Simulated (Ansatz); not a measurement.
Geometry optimisation.

```
crystal:
  lattice:
    - [1.793744, 3.106852, 0.0]
    - [-1.793744, 3.106852, 0.0]
    - [0.0, 0.0, 5.61515]
  atoms:
    - { symbol: Br, position: [0.33333, 0.33334, 0.25] }
    - { symbol: Br, position: [0.66666, 0.66667, 0.75] }
  symmetry: { tolerance: 0.0003 }
kpoints:
  mp_grid: { grid: [6, 6, 3], shift: [0, 0, 0] }
magnetization:
  spin_polarized: false
scf:
  occupations: { method: fermi_dirac }
  max_iter: 5
hamiltonian:
  pseudopotentials: { kind: paw }
  xc: r2scan
basis:
  ecutwfc: 500
output:
  forces: true
  stress: true
  eigenvalues: true
relax:
  max_steps: 40
  cell: {}
```

Run as:
```bash
ansatz run input.yaml --threads 1 --pin off --max-ram 2560MiB --backend cpu --events-out ev --progress --plain --runs-dir out
```

> How does the optimisation go?

The optimisation met its thresholds at geometry 8, counting the start as the first. The energy fell by about 250 meV/atom from the first step to the last. All forces vanish by symmetry, so only the cell moves. The volume shrinks from 31.3 to 27.5 Å³ per atom (−12 %), overshooting to 25.9 at step 5.

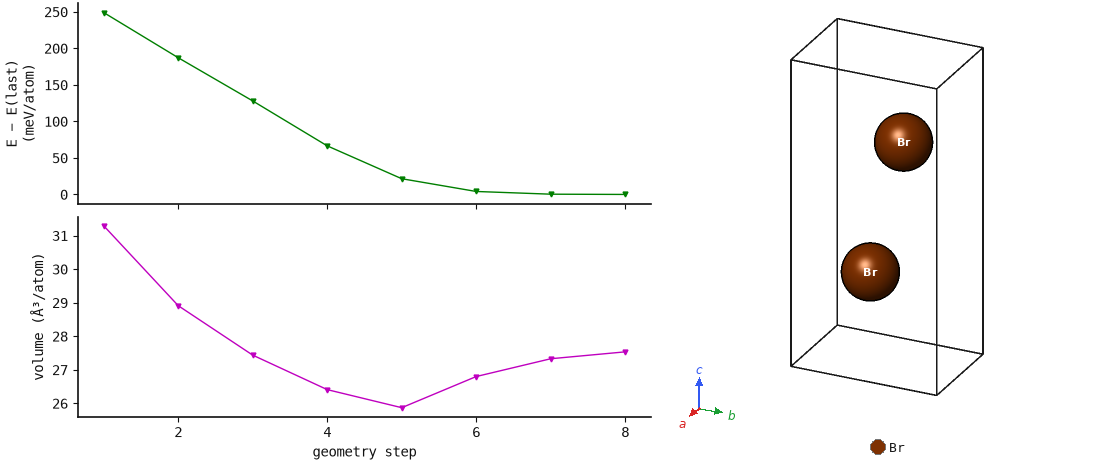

Beside the plot: the structure at the start.

History of the run, step by step. Atoms and cell relax. A closing SCF on a freshly chosen basis isn't drawn.

> Is anything amiss with this input?

The input holds an odd setting (too few SCF iterations), but it does no harm here.
